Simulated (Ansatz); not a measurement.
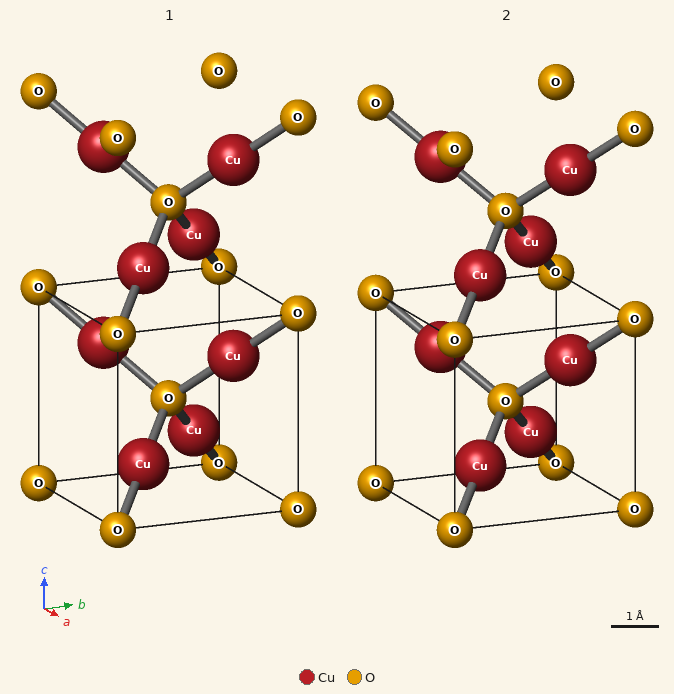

Two geometries of solid Cu$_{2}$O (built on the database structure type) at its r2SCAN-relaxed geometry: one is the relaxed structure, the other was perturbed away from it. A ball-and-stick model of the cell of the calculation, repeated 1 × 1 × 2 with one cell outlined, seen slightly off an axis.

Level of theory: Ansatz 0.2.0, DFT, r2SCAN, plane waves, PAW. Settings: plane-wave cutoff 500 eV; k-point mesh 6 × 6 × 6; occupations fixed; no spin polarisation.

**Which is the distorted one, and what does the distortion cost?**

Structure 1 is the perturbed one. The cell is strained by +3.0 % along c and none across it (volume +3.0 %). The atoms were relaxed with r2SCAN under that strain, and this is a single point on that geometry. Some distances before and after: Cu–O 1.839 → 1.857 Å. The space group (tolerance 0.01 Å) goes from Pn-3m (No. 224) to P4_2/nnm (No. 134). It costs 4.8 meV per atom. The pressure goes from 0.0 to −3.6 GPa. The principal stresses (compression positive) are −4.0 GPa along c and −3.3 GPa across it. All forces vanish by symmetry.
